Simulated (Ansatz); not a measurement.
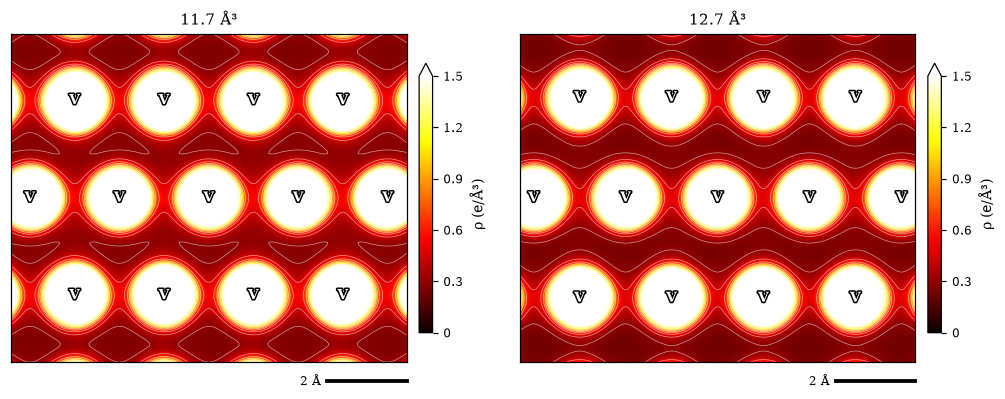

V. The valence pseudo-density of cells scaled evenly to different volumes (given per atom above each panel), on the (110) plane of each (indices in the axes of the cell below), at one length scale and on one colour scale.

A generated structure, not necessarily the stable one; computed without spin polarisation.

Method: DFT, LDA (PW92), plane waves (420 eV) with PAW, scalar-relativistic (Ansatz 0.2.0).

The largest cell:

```
CELL_PARAMETERS angstrom
4.36676 0.00000 0.00000
-2.18338 3.78173 0.00000
0.00000 0.00000 2.31210
ATOMIC_POSITIONS crystal
V 0.00000 0.00000 0.00000
V 0.33333 0.66667 0.50000
V 0.66667 0.33333 0.50000
```

| volume (Å³/atom) | V–V contact in the plane (Å) | ρ at its midpoint (e/Å³) | 
| --- | --- | --- |
| 11.71 | 2.249 | 0.543 | 
| 12.22 | 2.281 | ? | 
| 12.73 | 2.312 | 0.486 | 

### Estimate the missing row, and compare with the calculation.

Over the known rows ln ρ falls by 1.76 per Å of V–V distance (the line through the two), which gives 0.513 e/Å³ at 2.281 Å; the calculation gives 0.515 e/Å³.
